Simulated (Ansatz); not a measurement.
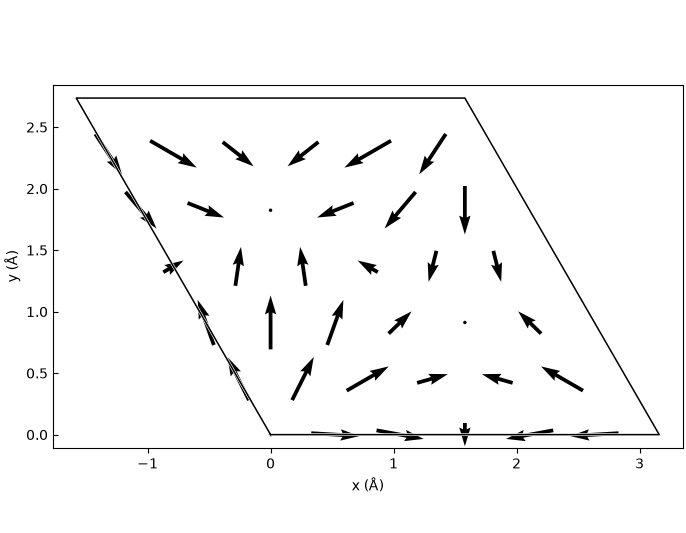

A bilayer of two WS₂ sheets (1H type), the upper one turned by 180 degrees about the normal (6 atoms in the cell). The upper layer of a bilayer is slid over the lower one; relaxed at each slide: nothing; the origin of the map has S4 above S3; the distance between the facing planes is held at 3.44 Å. Places are given modulo a cell vector. The map is drawn in real space over the plane of the slide. The scan uses a 6 × 6 grid; 10 points were computed and 26 follow by symmetry. At a held distance the lowest stacking need not be the one that binds best once the distance relaxes. All numbers below come from DFT PBE+D3(BJ), scalar-relativistic, plane waves, PAW in Ansatz 0.2.0. Settings: cutoff 420 eV, k-mesh 9×9×1, gaussian smearing 0.05 eV, no spin polarisation.

Drawn: arrows along the force (downhill), their lengths compressed, the outline of one cell of the plane.

### The arrows alone are given. Where are the wells?

The arrows converge at (2/6, 4/6) of the cell vectors; (4/6, 2/6) of the cell vectors (16 mJ/m² up) (read from the interpolated surface).

The energy map of the same scan:

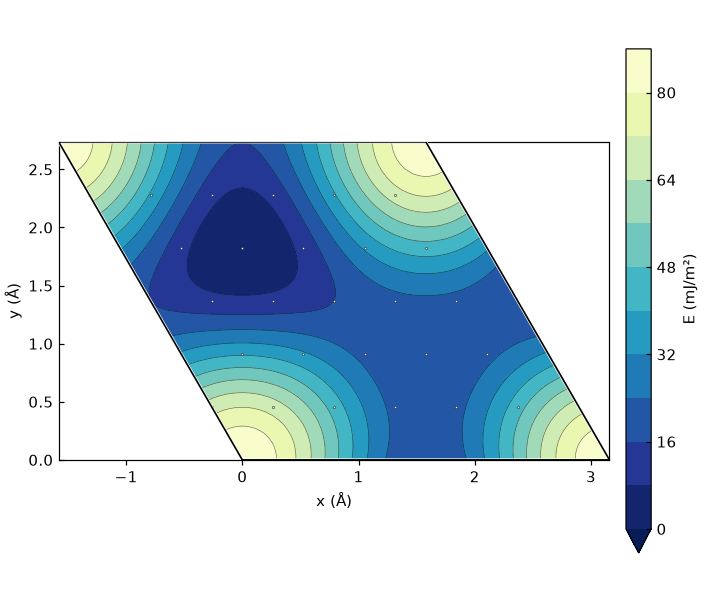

Energies are in mJ/m², from the lowest grid point; between grid points the surface is interpolated.

PAW datasets: the set soft_1.
